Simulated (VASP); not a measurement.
# LiH: what the fields show

```xyz
2
Lattice="0.0028 -2.0501 -2.0228 2.1105 -0.0406 2.0606 -2.1799 -0.1044 2.1299" Properties=species:S:1:pos:R:3 pbc="T T T"
Li   -2.1298   -2.1109    0.1356
H    -1.1093   -1.0491    1.0382
```

Space group P1; started from the zincblende prototype, which need not be the ambient phase; changed on purpose from its base cell (strained and displaced); not relaxed (largest force 0.3 eV/Å).

Theory: DFT, PBE, plane waves, PAW (VASP).

The density is the valence pseudo-density of a PAW calculation; it isn't the true density close to the nuclei.

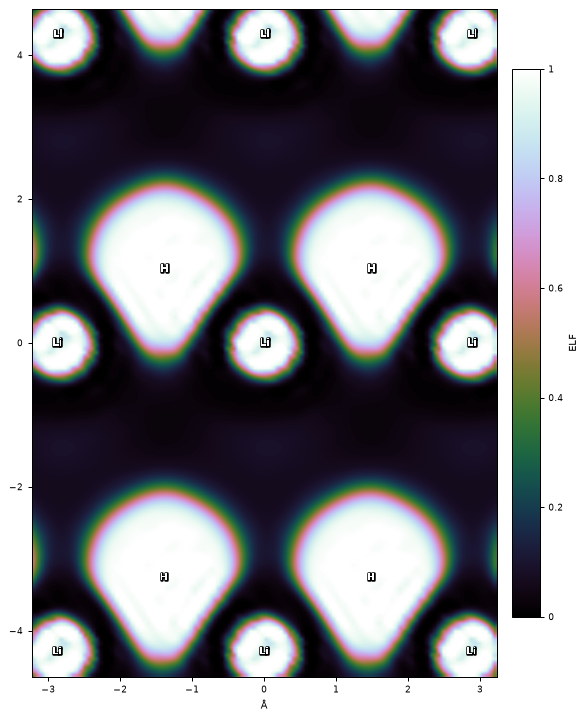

Figure 1. ELF on the (011) plane of the conventional cell.

> What does the map show?

- The section cuts through Li and H sites.
- Li–H (1.73 Å): the ELF climbs to about 1 towards the hydrogen (a hydride-like H with a filled shell, bound largely ionically).
- Li–H (1.81 Å): the ELF climbs to about 1 towards the hydrogen (a hydride-like H with a filled shell, bound largely ionically).

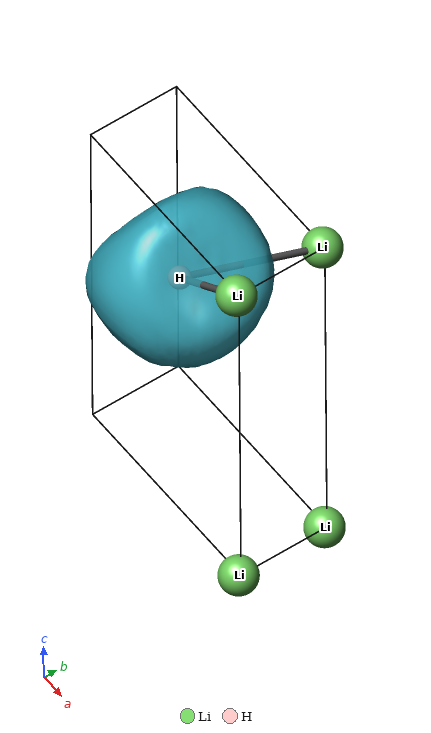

Figure 2. Isosurface of the ELF at 0.85 (cyan), seen slightly off an axis. Core shells and regions of very low density are left out. Sticks mark near contacts.

> Where are the electrons localised?

The ELF exceeds this value in one region around a hydrogen nucleus, counted in one cell of 2 atoms. Regions shared between cells count once.

> Does the calculation make it a metal, or give it a gap?

It is gapped, with a Kohn–Sham gap of 3.9 eV on the k-point mesh (the band edges may lie off the mesh, which would make the gap smaller).
